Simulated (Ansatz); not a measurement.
# Geometry relaxation of Mo$_{6}$Si (part 2 of 2)

The same run, continued: Mo$_{6}$Si (slab, 7 atoms in the cell); DFT PBEsol, scalar-relativistic, plane waves, PAW, PAW set soft_1, no spin polarisation (Ansatz 0.2.0); cutoff 420 eV, 6×6×1 k-mesh, Gaussian smearing of 0.1 eV. The structure derives from an entry of the Crystallography Open Database. The input holds or restrains some coordinates. Forces given for the steps count only the free coordinates.

Geometry of the input (Å; fractional positions):
```
4.4257  0.0000  0.0000
-2.2128  3.8328  0.0000
0.0000  0.0000  19.7248
Mo 0.6667  0.3333  0.2028
Mo 0.3333  0.6667  0.2486
Mo 0.0000  0.0000  0.2944
Mo 0.6667  0.3333  0.3368
Mo 0.3333  0.6667  0.3772
Mo 0.0000  0.0000  0.4170
Si 0.3333  0.6667  0.4972
```

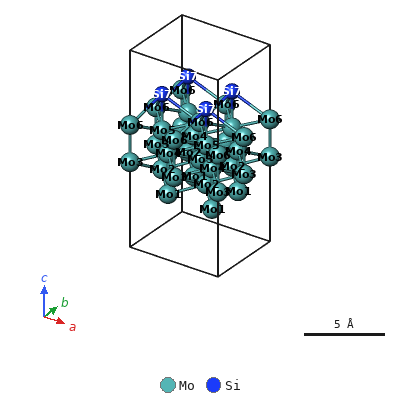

Figure 1. The geometry at step 2 of the log (ball-and-stick view of the 2 × 2 repeat of the cell, with the vacuum cut short, seen slightly off an axis; atoms are numbered from 1 in the order of the input).

```
WARN: The output density's exchange-correlation potential varies sharply where the density is thin. Do not read a vacuum level from v_tot or v_xc, or from such a field of the output density. On a cell that repeats whose density bears no net charge and no dipole along the vacuum's axis use v_es (v_loc + v_h of the components); under efield.dipole_correction with no amplitude use v_es + v_field, which holds any external_charges[].barrier, or the levels of the report's work_function block, which leave it out; under a non-zero efield.amplitude the vacuum is tilted and has no level; on a cell that repeats and bears such a dipole with no correction it is tilted too, and efield.dipole_correction with no amplitude gives each side of its ramp a level where efield: is served; in a cell that repeats whose density bears a net charge (total_charge, or a fill off its count) it is curved and has none; of a slab under crystal.periodic whose density bears no net charge use v_es, which has a level on each side, short of where the two are joined; of another it falls or rises all the way out and has none; of a slab beside external_charges read slab_vacuum_level instead, which it has where they leave it neutral. The grid or the basis barely resolves most such structure, and the values can differ between equally converged runs; as a rule a tighter scf.convergence.dr2_threshold does not remove it. Where the density itself ripples (under the LDA too) a higher basis.ecutwfc lessens it. The files hold the spikes' plane waves up to the density's cutoff. Files: v_tot_of_output_density and the like, and their columns of v_z.tsv (output.write_potential); v_xc_of_output_density and the like, and their columns of v_comp_z.tsv (output.write_potential_components). Measured: with its Gaussian average of σ = 0.25 Å subtracted twice, the exchange-correlation potential is over 0.1 eV at 2126 of the grid points where the equally averaged density (valence and model cores) is under 1e-3 e/Å³, and 0.883 eV at the most among them, at an averaged density of 1.3e-7 e/Å³. The input density's (outcome.potential() and, of a run that writes arrays, v_tot and v_xc) is over 0.1 eV, so measured, at 50 points of its own thin density, 0.187 eV at the most. See output.write_potential in the manual, Limitations
SCF converged after 4 iterations
Free energy (F): -29998.881718 eV
Harris-Foulkes:  -29998.881718 eV  (|F-HF|=1.05e-7)
Internal energy: -29998.824658 eV  (E = F + TS)
E sigma→0 (E₀):  -29998.853188 eV
Entropy (-TS):   -0.057060 eV (-8.151 meV/atom)
Fermi energy:    3.241527 eV
Dipole field:    D = -0.066780 V/Å  (p = -0.123478 e·Å, saw-weighted, corrected)
Work function:   Φ+ = 5.1950 eV   Φ− = 3.8778 eV
Levels:          The Fermi level and band energies are counted from a zero that moves with the ramp; work functions are not
--- Per-component energies (eV) ---
  E_band       = -1799.783936
  E_kinetic    = 2569.940069
  E_local      = -74255.545965  (includes V_loc(G=0)·N_el)
  E_nonlocal   = 931.878793
  E_hartree    = 35640.511778
  E_xc         = -1099.721846
  E_vxc        = -1353.079154  (∫ρ·V_xc dr)
  E_paw        = -19425.648728  (= ΣΔE_a)
  E_vpaw       = -970.657214  (= ΣTr[D̂ρ^β])
  E_aug_tail   = 0.000328  (compensation charges beyond the density's cutoff)
  E_efield     = 0.004123  (sawtooth field / dipole correction)
  E_vefield    = -3.336368  (∫n·V_field dr)
  E_ewald      = 25638.469430
  E_core_change = 1.287360  (= ΣΔE_core)
  E_smearing   = -0.057060  (= −TS)
  E_closure    = -0.000000  (closes the sum)
  Σ components = -29998.881718   (vs F -29998.881718, Δ=0.00e0)
--- Forces (eV/Å), atoms counted from 1 ---
  atom   1  Mo    -0.00000000    -0.00000000     2.00565031
  atom   2  Mo     0.00000000     0.00000000    -0.92318372
  atom   3  Mo    -0.00000000    -0.00000000    -1.26111138
  atom   4  Mo     0.00000000     0.00000000    -1.63336759
  atom   5  Mo    -0.00000000    -0.00000000     0.61281723
  atom   6  Mo     0.00000000     0.00000000     1.18217545
  atom   7  Si     0.00000000     0.00000000     0.01729714
  max |Σ_I F_I| component: 2.77e-4 eV/Å
--- Band table (eV; the first three rows and the last of 7) ---
  k-point 0: bands = ["-57.7278", "-57.4669", "-57.4409", "-57.3684", "-57.2818", "-57.1454", "-32.2590", "-32.1177", "-32.1177", "-32.0037", "-31.9737", "-31.9737", "-31.8765", "-31.7403", "-31.7403", "-31.4477", "-31.4477", "-31.3015", "-31.1047", "-31.0672", "-31.0672", "-30.9571", "-30.9393", "-30.9393", "-4.2258", "-2.4485", "-1.6266", "-1.6266", "-0.1693", "0.2557", "0.2557", "0.4412", "0.5988", "0.5988", "0.7231", "1.0208", "1.0208", "1.6540", "1.7606", "1.7606", "2.0575", "2.0575", "2.5127", "3.0858", "3.8457", "3.8457", "4.5570", "4.5570", "4.7858", "5.0345", "5.0345", "5.4475", "5.4475"]
  k-point 1: bands = ["-57.7054", "-57.4757", "-57.4325", "-57.3659", "-57.2935", "-57.1597", "-32.3085", "-32.2586", "-32.1809", "-32.0434", "-31.9025", "-31.8710", "-31.8073", "-31.7214", "-31.6709", "-31.4261", "-31.4091", "-31.2995", "-31.1369", "-31.0882", "-31.0648", "-31.0000", "-30.9388", "-30.9387", "-4.0396", "-2.2019", "-1.4198", "-1.4070", "-0.6027", "0.0049", "0.1313", "0.1683", "0.4294", "0.6275", "0.7704", "1.2075", "1.2999", "1.6471", "1.6650", "2.2546", "2.3587", "2.4131", "2.6427", "3.2075", "3.5225", "3.5595", "4.4600", "4.4881", "4.8316", "4.8319", "5.0117", "5.3877", "5.5656"]
  k-point 2: bands = ["-57.6483", "-57.5058", "-57.4121", "-57.3562", "-57.3199", "-57.1933", "-32.3987", "-32.3980", "-32.1755", "-32.0476", "-31.9300", "-31.8741", "-31.6428", "-31.6113", "-31.5219", "-31.4559", "-31.3837", "-31.3508", "-31.2094", "-31.1068", "-31.0663", "-31.0146", "-30.9361", "-30.9272", "-3.6690", "-1.6566", "-1.2171", "-0.8734", "-0.7966", "-0.2344", "0.0533", "0.0714", "0.3830", "0.6195", "0.8452", "1.1423", "1.1988", "1.4793", "1.7348", "2.1531", "2.5160", "2.6857", "2.9977", "3.2042", "3.2135", "3.9548", "4.1309", "4.4314", "4.6583", "4.7428", "4.8905", "5.2094", "5.2965"]
  k-point 6: bands = ["-57.5726", "-57.5505", "-57.4048", "-57.3425", "-57.3398", "-57.2276", "-32.4392", "-32.3442", "-32.2116", "-32.0370", "-32.0001", "-31.9095", "-31.6956", "-31.5945", "-31.5361", "-31.3617", "-31.3424", "-31.3183", "-31.1730", "-31.1142", "-31.0760", "-31.0041", "-30.9816", "-30.8984", "-3.4235", "-1.1352", "-0.9905", "-0.7926", "-0.6883", "-0.6253", "-0.5752", "0.7195", "0.7317", "0.8781", "1.1113", "1.2324", "1.3835", "1.6067", "1.6779", "2.0990", "2.2899", "2.3866", "3.0307", "3.0706", "3.2405", "3.3719", "3.8699", "4.1185", "4.2671", "4.4151", "4.4643", "4.8171", "5.4603"]
--- Relaxed structure (3 steps of the walk, 3 accepted, 0 SCFs on fresh bases) ---
  F+E_penalty+E_count = -29998.88171780 eV   max|allowed force component| = 1.730e-2 eV/Å
  atoms:
    - { symbol: Mo, position: [0.6666666666666667, 0.3333333333333333, 0.20279070809999997] }
    - { symbol: Mo, position: [0.3333333333333333, 0.6666666666666667, 0.2485904153] }
    - { symbol: Mo, position: [5.286776307661914e-18, -9.251858538569899e-17, 0.29439012249999996] }
    - { symbol: Mo, position: [0.6666666666666667, 0.3333333333333333, 0.3368101115] }
    - { symbol: Mo, position: [0.3333333333333333, 0.6666666666666667, 0.3772266202999999] }
    - { symbol: Mo, position: [5.286776307661914e-18, -9.251858538569899e-17, 0.4169767141] }
    - { symbol: Si, position: [0.3333333333333333, 0.6666666666666667, 0.4959366906279932] }
```

Trajectory as extended XYZ (Å, eV, eV/Å), 3 frames, from step=1 to step=3
```
7
Lattice="4.4257 0.0000 0.0000 -2.2128 3.8328 0.0000 0.0000 0.0000 19.7248" Properties=species:S:1:pos:R:3:forces:R:3 step=1 energy=-29998.87869
Mo    2.2128    1.2776    4.0000    0.0000   0.0000   2.0112
Mo    0.0000    2.5552    4.9034    0.0000   0.0000  -0.9279
Mo    0.0000    0.0000    5.8068    0.0000   0.0000  -1.2514
Mo    2.2128    1.2776    6.6435    0.0000   0.0000  -1.6235
Mo    0.0000    2.5552    7.4407    0.0000   0.0000   0.8544
Mo    0.0000    0.0000    8.2248    0.0000   0.0000   1.1988
Si    0.0000    2.5552    9.8064    0.0000   0.0000  -0.2636
7
Lattice="4.4257 0.0000 0.0000 -2.2128 3.8328 0.0000 0.0000 0.0000 19.7248" Properties=species:S:1:pos:R:3:forces:R:3 step=2 energy=-29998.88171
Mo    2.2128    1.2776    4.0000    0.0000   0.0000   2.0055
Mo    0.0000    2.5552    4.9034    0.0000   0.0000  -0.9227
Mo    0.0000    0.0000    5.8068    0.0000   0.0000  -1.2608
Mo    2.2128    1.2776    6.6435    0.0000   0.0000  -1.6332
Mo    0.0000    2.5552    7.4407    0.0000   0.0000   0.6131
Mo    0.0000    0.0000    8.2248    0.0000   0.0000   1.1822
Si    0.0000    2.5552    9.7822    0.0000   0.0000   0.0176
7
Lattice="4.4257 0.0000 0.0000 -2.2128 3.8328 0.0000 0.0000 0.0000 19.7248" Properties=species:S:1:pos:R:3:forces:R:3 step=3 energy=-29998.88172
Mo    2.2128    1.2776    4.0000    0.0000   0.0000   2.0057
Mo    0.0000    2.5552    4.9034    0.0000   0.0000  -0.9232
Mo    0.0000    0.0000    5.8068    0.0000   0.0000  -1.2611
Mo    2.2128    1.2776    6.6435    0.0000   0.0000  -1.6334
Mo    0.0000    2.5552    7.4407    0.0000   0.0000   0.6128
Mo    0.0000    0.0000    8.2248    0.0000   0.0000   1.1822
Si    0.0000    2.5552    9.7822    0.0000   0.0000   0.0173
```

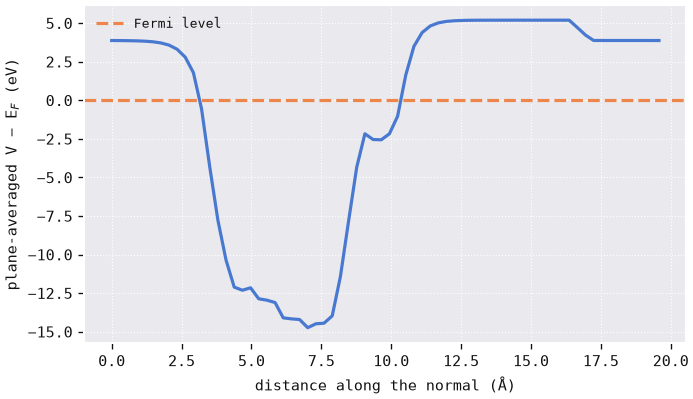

Figure 2. Plane average of the electrostatic potential energy of an electron across the cell, from the Fermi level. The vacuum level lies 5.20 eV above the Fermi level on the upper side and 3.88 eV on the lower.

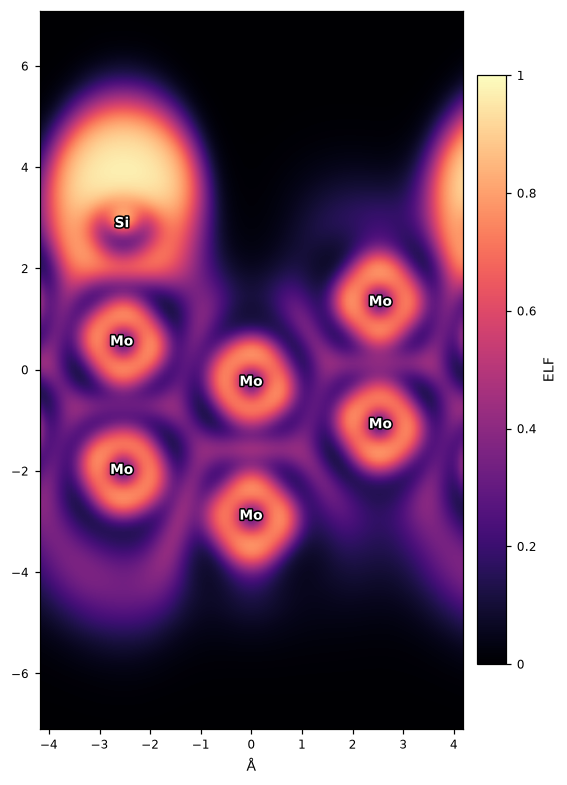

Figure 3. Electron localisation function on the (110) plane of the calculation cell, a cut from vacuum to vacuum. Atoms in the plane: Mo and Si. Si–Mo (2.34 Å): the ELF is about 0.40 at the midpoint. Mo–Mo (2.42 Å): the ELF is about 0.40 at the midpoint; no shared electron pair. Mo–Mo (2.54 Å): the ELF is about 0.30 at the midpoint (no shared electron pair). Mo–Mo (2.64 Å): the ELF is about 0.45 at the midpoint (no shared electron pair). Mo–Mo (2.69 Å): the ELF is about 0.30 at the midpoint (no localised pair between them). The strong features right at Mo lie inside the PAW spheres (semicore, d or f shells) and say nothing about bonding. In a PAW calculation such maps are meaningful between the atoms, not at the nuclei.

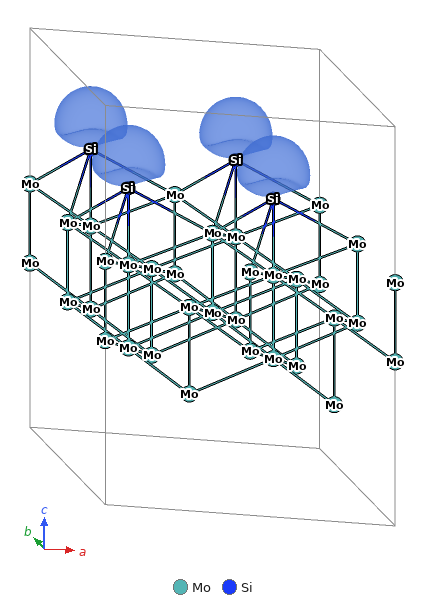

Figure 4. Isosurface of the ELF at 0.85 (blue), seen slightly off an axis. Core shells and regions of very low density are left out. Sticks mark near contacts. Values along the shortest contacts: Si–Mo (2.34 Å): the ELF is about 0.40 at the midpoint. Mo–Mo (2.42 Å): the ELF is about 0.40 at the midpoint; no localised pair between them.
